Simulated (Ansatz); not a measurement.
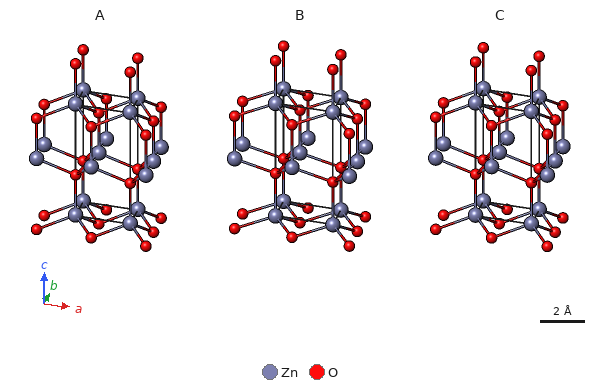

3 geometries from one relaxation of solid ZnO (a generated structure, set up in P6_3mc) (coarse preliminary run), in shuffled order. A ball-and-stick model of the cell of the calculation, seen from a free direction.

Case: Co → Zn on all its sites, cell and atoms relaxed.

Theory: DFT PBE, scalar-relativistic, plane waves, PAW in Ansatz 0.2.0. (plane-wave cutoff 420 eV; k-point mesh 6 × 6 × 4; occupations gaussian; smearing width 0.1 eV; no spin polarisation; cell and atoms relaxed; force threshold 0.05 eV/Å; at most 60 steps)

**Put them in the order of the run, from the start to the converged end.**

A, C, B. They are steps 0, 1, 7, at +73.3 meV per atom, +26.9 meV per atom relative to the last. The largest moves relative to the cell, 0.049 Å, are those of Zn and O atoms. Largest moves by element: Zn 0.049 Å, O 0.049 Å. The drawn cell changes as follows: a = b 3.125 → 3.281 Å (+5.0 %), c 5.218 → 5.288 Å (+1.3 %); the volume changes by +11.6 %. Near-neighbour distances that change, for instance: O–Zn 1.882 → 2.006 Å, O–Zn 1.945 → 1.999 Å. Among the angles between lasting bonds that change: Zn–O–Zn 106.9° → 110.3°, O–Zn–O 106.9° → 110.3°, Zn–O–Zn 111.9° → 108.6°. The space group stays P6_3mc (No. 186). After 5 accepted moves (7 points after the start) the energy has fallen by 73.3 meV per atom. The largest force component goes from 0.48 to 0.0042 eV/Å. Pressure: 17.97 GPa at the start and 0.05 GPa at the end. At 2 points the geometry stayed and the basis and grid were re-selected for the new cell (energy shift of 9.3 meV per atom at most each time). Cost: 21 s on 1 thread of Arm Neoverse V1, with other jobs on the host, peak memory 0.33 GiB.
